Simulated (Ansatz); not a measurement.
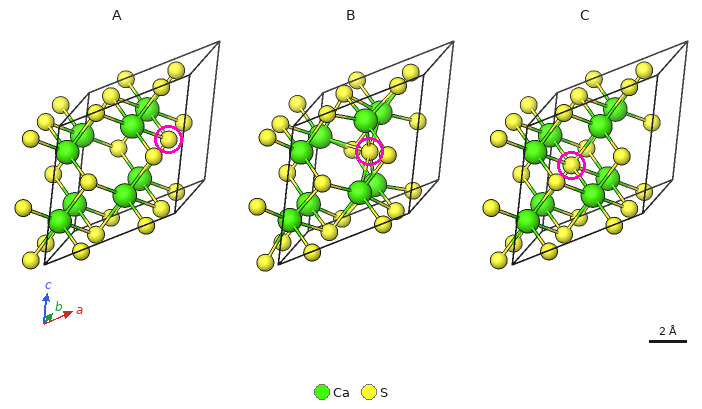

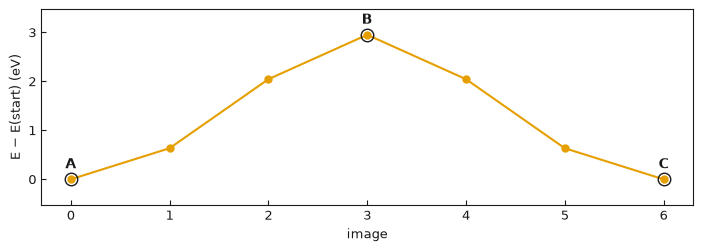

A nudged-elastic-band calculation for a defect cell of composition Ca8S7 with an S vacancy (15 atoms in the cell). Images are numbered from 0 (start) to 6 (end). Frames A to C are images 0, 3, 6. Style: ball-and-stick. Shown: the reduced simulation cell (origin moved), slightly off an axis. The moving atom is ringed, with any periodic copies. Lengths and directions refer to the drawn axes. Bonds to atoms that aren't drawn are left out.

Theory: DFT, PAW plane waves, PBE in Ansatz. Settings: plane-wave cutoff 420 eV; k-point mesh 2 × 2 × 2; Fermi-Dirac smearing 0.05 eV; 5 movable images; climbing image; force threshold 0.1 eV/Å; iteration limit 40.

Q: Describe the mechanism and the energy profile.

A: It is a vacancy jump: a nearby atom moves into the empty site and leaves its own site empty. An S atom travels furthest, 3.98 Å from end to end, along −a, on a straight line. At the highest image its nearest neighbour (Ca) is 2.44 Å away, against 2.82 Å at the start, and the surrounding atoms stand up to 0.45 Å off the mean of their end positions. The two ends have the same energy, and the highest point, image 3, lies 2.95 eV above the start. The band converged in 10 iterations. The largest component of the band force went from 8.6 to 0.03 eV/Å. The climbing image converged on the top of the path. Its curvatures weren't checked. The force threshold of 0.1 eV/Å is loose, so the barrier is approximate.

Limits of the set-up: the k-point mesh is coarse for a cell with partly filled bands; the periodic images lie only 8.0 Å apart, so the values are limited by the cell's size.

Cost: 2.2 min on 4 threads of Intel(R) Xeon(R) Platinum 8488C (Sapphire Rapids) (shared host), peak memory 1.8 GiB.
